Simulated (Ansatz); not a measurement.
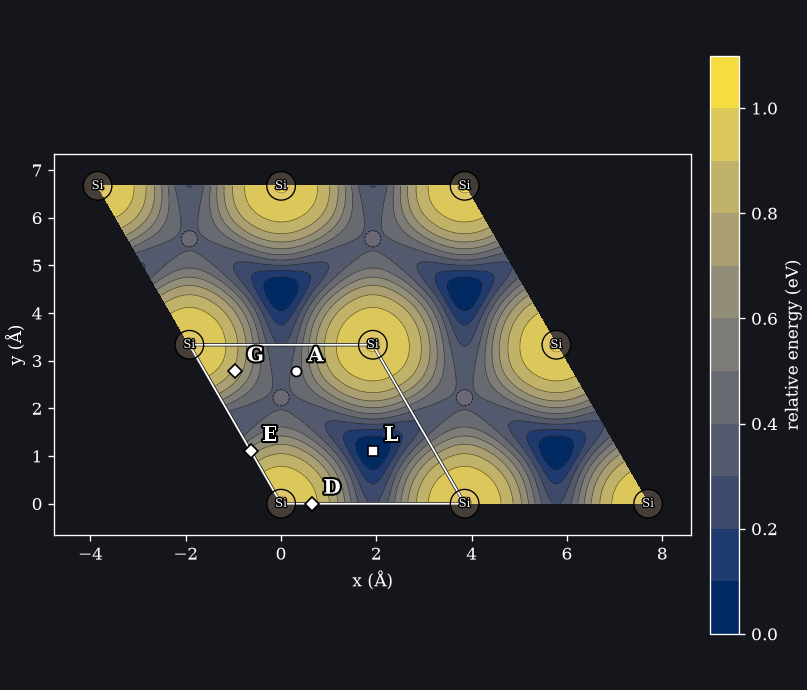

Mg on a Si(001) slab cut from the P6_3/mmc phase, its upper half relaxed before the scan (24 atoms of substrate and one adsorbate in a 2 × 2 cell). Mg is moved over the surface cell; relaxed at each place: the height of the adsorbate's atoms; substrate rigid; the origin of the map has the adsorbate above Si21. Places are given modulo a cell vector. The map is drawn in real space over the plane of the surface. The scan uses a 6 × 6 grid; 10 points were computed and 26 follow by symmetry. Places are given in fractions of the 1 × 1 surface cell. Energies: eV, counted from the lowest grid point. All numbers below come from DFT PBE, scalar-relativistic, plane waves, PAW (Ansatz). Settings: cutoff 420 eV, k-mesh 6×6×1, gaussian smearing 0.05 eV, no spin polarisation.

The picture shows filled contours, labelled circles for the atoms of the top layer and small ones for the second layer, the outline of one cell of the 2 × 2 shown, lettered points. Between grid points the surface is interpolated.

Question: Is A the lowest point of the computed grid?

Answer: No. A lies 0.44 eV above the lowest grid point, which is at a threefold hollow, (4/6, 2/6) of the cell vectors.

Question: What kind of point is each of E, G, L: minimum, saddle, maximum or slope?

Answer: E: on a slope; G: on a slope; L: minimum. (In these two coordinates alone; a stationary point may lie a little off the grid point.)

PAW datasets: the set soft_1.
